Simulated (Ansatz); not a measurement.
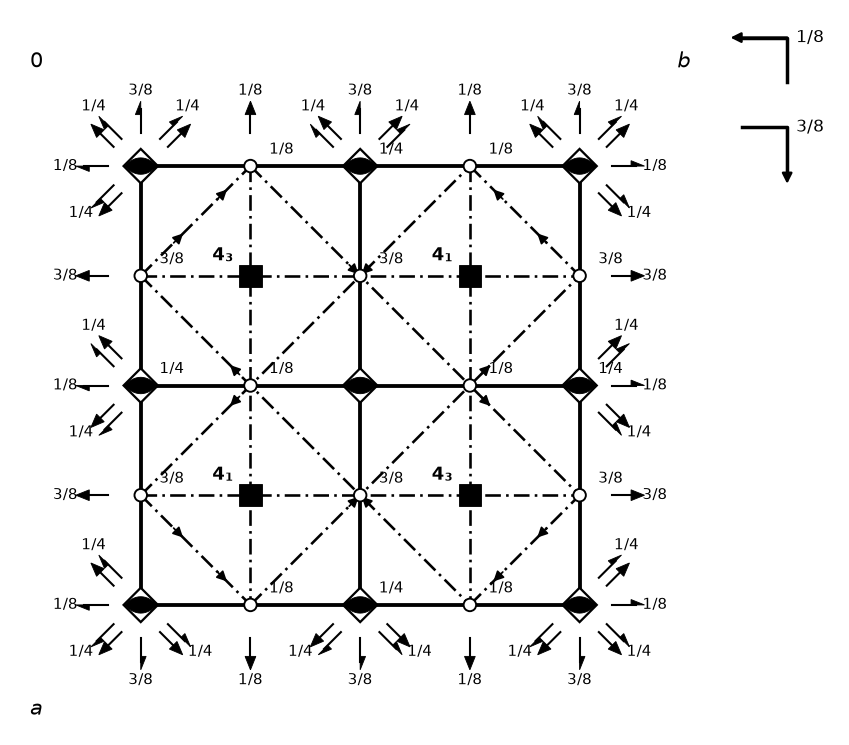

Symmetry elements of a space group, projected down c, computed from the operations of a computed or model structure of composition SiO2, which need not be its known form.

Graphical symbols as in the International Tables (origin upper left, heights as fractions; handed screw axes are marked by their printed symbols).

Q: Identify the space group.

A: I4_1/amd (No. 141, origin choice 1); body-centred tetragonal, point group 4/mmm, 32 general positions a cell.

Q: List the elements shown.

A: −4 axes along c at (0, 0; inversion point at height 0), (0, 1/2; inversion point at height 1/4), (1/2, 0; inversion point at height 1/4), (1/2, 1/2; inversion point at height 0); 4₃ axes along c at (1/4, 1/4), (3/4, 3/4); 4₁ axes along c at (1/4, 3/4), (3/4, 1/4); inversion centres at (0, 1/4; c height 1/8), (0, 3/4; c height 1/8), (1/4, 0; c height 3/8), (1/4, 1/2; c height 3/8), (1/2, 1/4; c height 1/8), (1/2, 3/4; c height 1/8), (3/4, 0; c height 3/8), (3/4, 1/2; c height 3/8); d glide planes holding c and [1 1 0] or [−1 1 0]; mirror planes normal to a, at x = 0, 1/2; n glide planes normal to a, at x = 1/4, 3/4; mirror planes normal to b, at y = 0, 1/2; n glide planes normal to b, at y = 1/4, 3/4; a b glide plane normal to c at height 1/8; an a glide plane normal to c at height 3/8; 2 axes along [1 1 0] at heights 0, 1/4; 2 axes along [−1 1 0] at heights 0, 1/4; 2 axes along a at height 1/8; 2 axes along b at height 3/8; 2₁ axes along [1 1 0] at heights 0, 1/4; 2₁ axes along [−1 1 0] at heights 0, 1/4; 2₁ axes along a at height 3/8; 2₁ axes along b at height 1/8. Heights repeat every half period; positions are (a, b) fractions, modulo 1.

Q: Write the general positions (in any order).

A: For each centring vector (0, 0, 0), (1/2, 1/2, 1/2):
x, y, z
−y, x+1/2, z+1/4
−x+1/2, −y+1/2, z+1/2
y+1/2, −x, z+3/4
x, −y+1/2, −z+1/4
−y, −x, −z
−x+1/2, y, −z+3/4
y+1/2, x+1/2, −z+1/2
−x, −y+1/2, −z+1/4
y, −x, −z
x+1/2, y, −z+3/4
−y+1/2, x+1/2, −z+1/2
−x, y, z
y, x+1/2, z+1/4
x+1/2, −y+1/2, z+1/2
−y+1/2, −x, z+3/4
